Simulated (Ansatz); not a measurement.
# Σ5 (310) boundary in bcc Mo with C (interstitial): structure and resistance, part 2 of 2

Aim: the relaxed structure and the specific resistance of the Σ5 (310) boundary in bcc Mo with C (interstitial).

Ansatz 0.2.0; Ansatz plane-wave DFT, PBE, PAW files; relaxation of a bicrystal slab with its lowest layers held; PAW set soft_1 (the session's first sound run).

So far. Step 2 (Relaxing the bicrystal): The largest force component on a free atom ends at 0.023 eV/Å, under the tolerance of 0.03, after 7 steps.

### 3. Transmission across the boundary

This step: Ansatz plane-wave DFT, PBE, PAW files; ballistic transport by layer matching (Landauer), zero bias; boundary relaxed in a short slab, bulk layers laid on; PAW set soft_1 (Ansatz 0.2.0).

System of this step: Σ5 (310) boundary in bcc Mo with C (interstitial). The cell holds 45 atoms: 44 Mo and 1 C. Cell: a = 5.219 Å, b = 3.147 Å, c = 51.300 Å, α = 90.0°, β = 90.0°, γ = 72.5°. It derives from Mo. Regions: lower grain, 18 atoms (18 Mo); boundary, 13 atoms (12 Mo and 1 C); upper grain, 14 atoms (14 Mo). Vacuum lies along c.

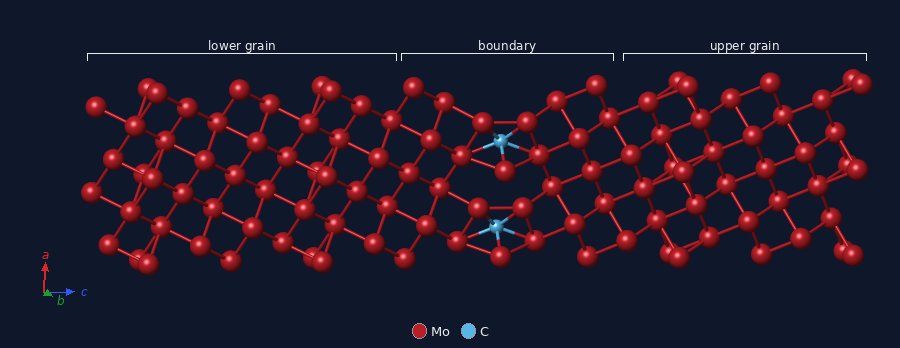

The cell of this step (molybdenum red, carbon blue). 2×1×1 cells are drawn. Some periodic images of atoms are drawn too.

Input file input.yaml:

```yaml
crystal:
  lattice:
    - [5.2187091076, 0.0, 0.0]
    - [0.9488562014, 3.0005467684, 0.0]
    - [0.0, 0.0, 51.2997348258]
  atoms:
    - { symbol: Mo, position: [-9.2000000002, -6.8999999999, 0.0779731126] }
    - { symbol: Mo, position: [-8.8000000002, -6.5999999999, 0.0973722144] }
    - { symbol: Mo, position: [-8.4000000001, -6.2999999999, 0.1167713163] }
    - { symbol: Mo, position: [-8.0000000001, -5.9999999999, 0.1361704181] }
    - { symbol: Mo, position: [-7.6000000001, -5.6999999999, 0.1555695199] }
    - { symbol: Mo, position: [-7.2000000001, -5.3999999999, 0.1749686217] }
    - { symbol: Mo, position: [-6.8000000001, -5.0999999999, 0.1943677236] }
    - { symbol: Mo, position: [-6.4000000001, -4.7999999999, 0.2137668254] }
    - { symbol: Mo, position: [-6.0000000001, -4.4999999999, 0.2331659272] }
    - { symbol: Mo, position: [-5.6000000001, -4.1999999999, 0.2525650291] }
    - { symbol: Mo, position: [-5.2000000001, -3.8999999999, 0.2719641309] }
    - { symbol: Mo, position: [-4.8000000001, -3.6, 0.2913632327] }
    - { symbol: Mo, position: [-4.4000000001, -3.3, 0.3107623346] }
    - { symbol: Mo, position: [-4.0, -3.0, 0.3301614364] }
    - { symbol: Mo, position: [-3.6, -2.7, 0.3495605382] }
    - { symbol: Mo, position: [-3.2, -2.4, 0.36895964] }
    - { symbol: Mo, position: [-2.8, -2.1, 0.3883587419] }
    - { symbol: Mo, position: [-2.4, -1.8, 0.4077578437] }
    - { symbol: Mo, position: [1.0, 0.5, 0.4271569455] }
    - { symbol: Mo, position: [0.4002292812, 0.7998853594, 0.4464951145] }
    - { symbol: Mo, position: [0.7991603535, 0.1004198233, 0.4662457993] }
    - { symbol: Mo, position: [0.1878823581, 0.4060588209, 0.4858194598] }
    - { symbol: Mo, position: [0.5903050056, 0.7048474972, 0.504286251] }
    - { symbol: Mo, position: [0.0347964273, -0.0173982136, 0.5291217085] }
    - { symbol: C, position: [0.3530852487, 0.3234573756, 0.5290627061] }
    - { symbol: Mo, position: [0.5885533097, 0.7057233451, 0.5538496311] }
    - { symbol: Mo, position: [0.1869427088, 0.4065286456, 0.5722680777] }
    - { symbol: Mo, position: [0.7971433975, 0.1014283013, 0.5919548942] }
    - { symbol: Mo, position: [0.3958992055, 0.8020503972, 0.6116743383] }
    - { symbol: Mo, position: [0.9974720336, 0.5012639832, 0.6309987648] }
    - { symbol: Mo, position: [0.5987336031, 0.2006331984, 0.6504394618] }
    - { symbol: Mo, position: [-2.8012663969, -2.0993668015, 0.6698385636] }
    - { symbol: Mo, position: [-3.2012663969, -2.3993668015, 0.6892376654] }
    - { symbol: Mo, position: [-3.6012663969, -2.6993668015, 0.7086367673] }
    - { symbol: Mo, position: [-4.0012663969, -2.9993668015, 0.7280358691] }
    - { symbol: Mo, position: [-4.4012663969, -3.2993668015, 0.7474349709] }
    - { symbol: Mo, position: [-4.8012663969, -3.5993668015, 0.7668340728] }
    - { symbol: Mo, position: [-5.201266397, -3.8993668015, 0.7862331746] }
    - { symbol: Mo, position: [-5.601266397, -4.1993668015, 0.8056322764] }
    - { symbol: Mo, position: [-6.001266397, -4.4993668015, 0.8250313783] }
    - { symbol: Mo, position: [-6.401266397, -4.7993668015, 0.8444304801] }
    - { symbol: Mo, position: [-6.801266397, -5.0993668015, 0.8638295819] }
    - { symbol: Mo, position: [-7.201266397, -5.3993668015, 0.8832286837] }
    - { symbol: Mo, position: [-7.601266397, -5.6993668015, 0.9026277856] }
    - { symbol: Mo, position: [-8.001266397, -5.9993668015, 0.9220268874] }
kpoints:
  mp_grid: { grid: [8, 8, 1] }
hamiltonian:
  xc: pbe
  pseudopotentials: { kind: paw, azcp: { folder: soft_1 } }
scf:
  occupations: { method: fermi_dirac, width: 0.1 }
output:
  transmission:
    leads: [[10, 11], [36, 37]]
    kmesh: [20, 20]
    e_range: [-0.1, 0.1]
    de: 0.05
  write_potential: true
  write_density: true
  volumetric_format: npy
  elf: true
```

Started as:

```bash
> ansatz run input.yaml --threads 4 --pin off --max-ram 15360MiB --backend cpu --events-out ev --progress --plain --runs-dir out
```

Numbers of over 12 decimals in the logs are rounded to 6 here.

The log of the run:

```text
[...]
Crystal: 45 atoms, lattice volume = 803.302 Å³
Basis set: ecut = 420 eV, 15791 PW (Γ)
Bands: 372, of which v1, the nominal top of the filled ones, is band 310 counted from 1 (309 counted from 0)
Symmetry: 2 space group operations
[...]
k-points: 21 of 64 (time reversal used)
[...]
SCF iter   1: F=—  HF=-218344.250246 eV  |F-HF|=—  |Δ(HF+E_count)|=         —  Δρ=1.04e-1  dr2=5.54e2  ethr=3.10e-3  ⟨swp⟩=6.0  Hψ=27402  notcnv=0
[...]
SCF iter  12: F=-218310.411276 eV  HF=-218310.411276 eV  |F-HF|=2.06e-8  |Δ(HF+E_count)|=   1.68e-7  Δρ=1.57e-6  dr2=6.03e-8  ethr=1.61e-11  ⟨swp⟩=15.1  Hψ=24547  notcnv=0
SCF 1 converged in 12 iterations: F = -218310.411276 eV  dr2 = 6.03e-8
[...]
transmission: 703 of 6993 steps passed
transmission: 1400 of 6993 steps passed
[...]
transmission: 6993 of 6993 steps passed
WARN: The output density's exchange-correlation potential varies sharply where the density is thin. Do not read a vacuum level from v_tot or v_xc, or from such a field of the output density. On a cell that repeats whose density bears no net charge and no dipole along the vacuum's axis use v_es (v_loc + v_h of the components); under efield.dipole_correction with no amplitude use v_es + v_field, which holds any externa [...]
SCF converged after 12 iterations
Free energy (F): -218310.411276 eV
[...]
Internal energy: -218309.309857 eV  (E = F + TS)
E sigma→0 (E₀):  -218309.860566 eV
Entropy (-TS):   -1.101418 eV (-24.476 meV/atom)
Fermi energy:    17.644771 eV
[...]
--- Band table (eV; the first three rows and the last of 21) ---
  k-point 0: bands = [... 306 lower, 17.3817, 17.4087, 17.4784, 17.5280, 17.5441, 17.5587, 17.6249, 17.6429, ... 58 higher]
  k-point 1: bands = [... 306 lower, 17.1645, 17.2449, 17.2637, 17.3409, 17.4200, 17.4508, 17.5227, 17.5869, ... 58 higher]
  k-point 2: bands = [... 306 lower, 16.9574, 16.9676, 17.0873, 17.1413, 17.3818, 17.3975, 17.6330, 17.6792, ... 58 higher]
  k-point 20: bands = [... 306 lower, 17.5835, 17.6351, 17.6471, 17.6669, 17.7150, 17.7489, 17.7585, 17.8077, ... 58 higher]
--- Transmission ---
  basis      : 141 plane waves across, 63 finite elements along
  points     : 111, standing for a mesh of 20 x 20
  energies   : 5 from -0.100000 to 0.100000 eV about the Fermi level, 0.050000 eV apart; the leads are filled to 0.000000 eV, and channels, transmission and decay are at 0.000000 eV
  crystal 0  : Mo2, at the sites [10, 11], period 1.9903 Å, over 19.90 Å; its Hamiltonian steps by up to 8.7 meV
    offset         : up to 0.0000 Å between an atom of the period and one for which it stands
    channels       : 2.495000e0 a spin
    conductance    : none, the energies end too early or step too widely for 300 K: set another output.transmission.e_range or a lower de, or, where they end at an eighth of basis.ecutwfc, a higher one
    slowest decay  : 0.0227 /Å at (0.4500, 0.3000)
[...]
channels       : 2.485000e0 a spin
[...]
slowest decay  : 0.0234 /Å at (0.4500, 0.3000)
  junction   : crystal 0 to crystal 1, 13.45 to 37.84 Å
    transmission   : 8.255993e-1 a spin
[...]
```

Run time: 20 min. Hardware: 4 threads of Arm Neoverse V1, shared host; peak memory 9.2 GiB; 72 min of CPU time.

Reading the cycles: dr2 is the Hartree energy of the density residual (eV), the measure of convergence; HF is the Harris–Foulkes estimate of the energy, which meets the free energy F at convergence.

This step gave:

- free energy: -218310.4113 eV
- energy at zero smearing: -218309.8606 eV
- Fermi energy: 17.64 eV
- cell area: 15.66 Å²
- transmission per spin nearest the Fermi level: 0.8256
- open channels per spin nearest the Fermi level: 2.495
- open channels per spin, upper lead: 2.485
- step of the lead's potential: 8.7 meV
- step of the upper lead's potential: 8.9 meV

Per spin. Transmission, zone mean against energy, zero at the Fermi level:

```
energy (eV)  transmission, zone mean
    -0.1000                    0.793
    -0.0500                    0.800
     0.0000                    0.826
     0.0500                    0.823
     0.1000                    0.876
```

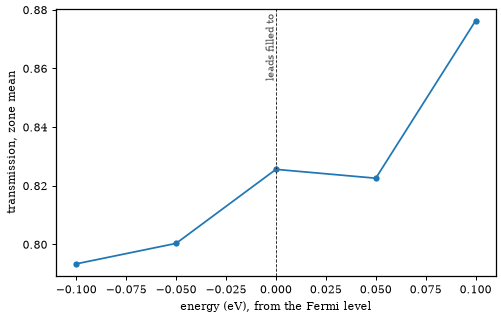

Transmission, zone mean against energy.

Per spin. Table of open channels, zone mean by energy, zero at the Fermi level:

```
energy (eV)  lead  upper lead
    -0.1000  2.52        2.52
    -0.0500  2.52        2.50
     0.0000  2.50        2.48
     0.0500  2.59        2.58
     0.1000  2.67        2.67
```

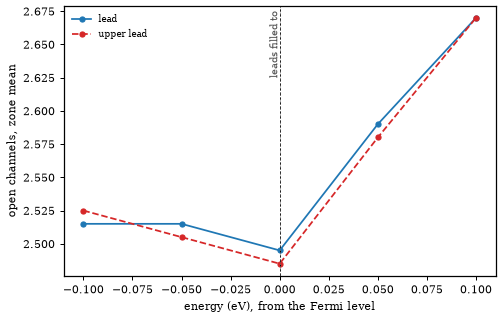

Open channels, zone mean, plotted against energy.

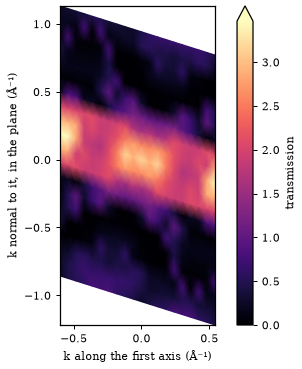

Transmission over k1 and k2. At 0.0000 eV from the Fermi level.

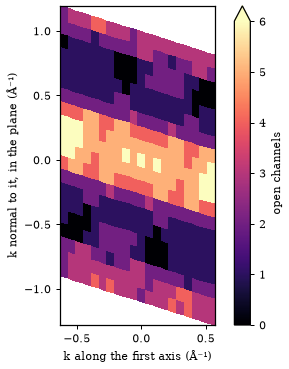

Open channels over k1 and k2. At 0.0000 eV from the Fermi level.

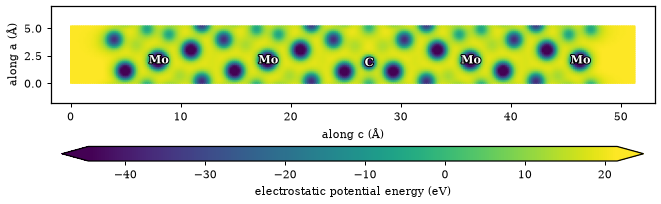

Electrostatic potential energy in the ca plane at fractional y = 0.300, with atoms of Mo and C within 0.2 Å of it. With pseudopotentials it is smooth inside the atoms' cores, unlike the true potential.

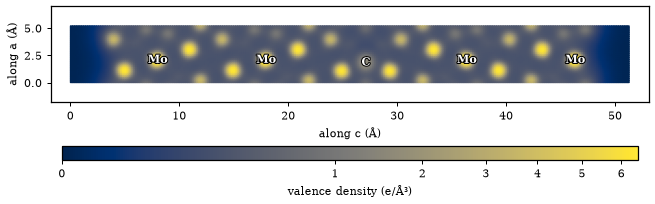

Valence density in the ca plane at fractional y = 0.300, with atoms of Mo and C within 0.2 Å of it. It is the smooth field of the valence electrons, not physical close to the nuclei. The colour scale is stretched toward low values.

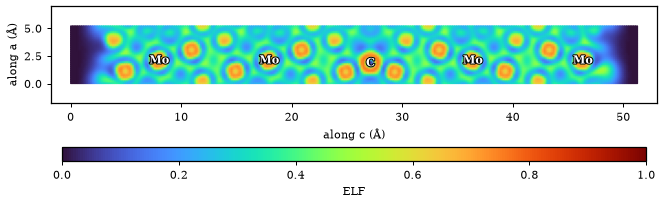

ELF in the ca plane at fractional y = 0.300, with atoms of Mo and C within 0.2 Å of it. It is the smooth field of the valence electrons, not physical close to the nuclei.

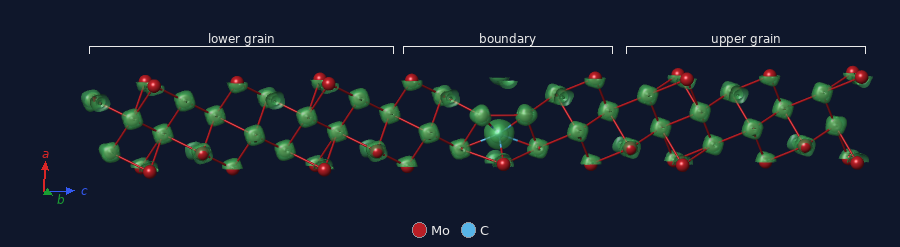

Surface of ELF = 0.7.

Over the solved energies the transmission per spin lies between 0.793 and 0.876, out of 2.56 channels of the lead on average (up to 2.67).

### 4. Specific resistance

This step: Ansatz plane-wave DFT, PBE, PAW files; ballistic transport by layer matching (Landauer), zero bias; specific resistance of the boundary; PAW set soft_1 (Ansatz 0.2.0).

Numbers from this step:

```
area resistance                      : 1.663 fΩ m²
T over the leads' mean channel count : 0.3224
```

Averaged over the energies near the Fermi level, 32.2 % of the channels pass, which makes 1.66 fΩ m².

By hand, with T and the leads' channels N averaged over the energies near the Fermi level: RA = A (h/2e²)(1/T − ½[1/N₁ + 1/N₂]) = 15.66×10⁻²⁰ m² × 12 906 Ω × (1/0.8236 − ½[1/2.557 + 1/2.553]) = 1.66 fΩ m².

### 5. Results

```
specific resistance of the boundary : 1.66 fΩ m²
share of channels that pass         : 0.322
```

The boundary has a specific resistance of 1.7 fΩ m². The boundary reflects 68 % of the channels; 1.7 fΩ m² is 17×10⁻¹² Ω·cm². That equals the resistance of 30 nm of bulk Mo at 300 K (measured 5.52 µΩ cm, CRC Handbook of Chemistry and Physics, 84th ed., 2003, Electrical Resistivity of Pure Metals). One C in 15.7 Å² of boundary is a high coverage. One starting structure was relaxed; another shift or atom count at the boundary may lie lower.

[Logs are printed without paths, hosts, clocks, repeated set-up lines and the standing remarks that a program may print on its own settings, such as how far it seeks lower states.]

[Hosts, paths, dates, database ids (printed as entryN), source tags and the programs' standing remarks are cut or masked in the printed files.]
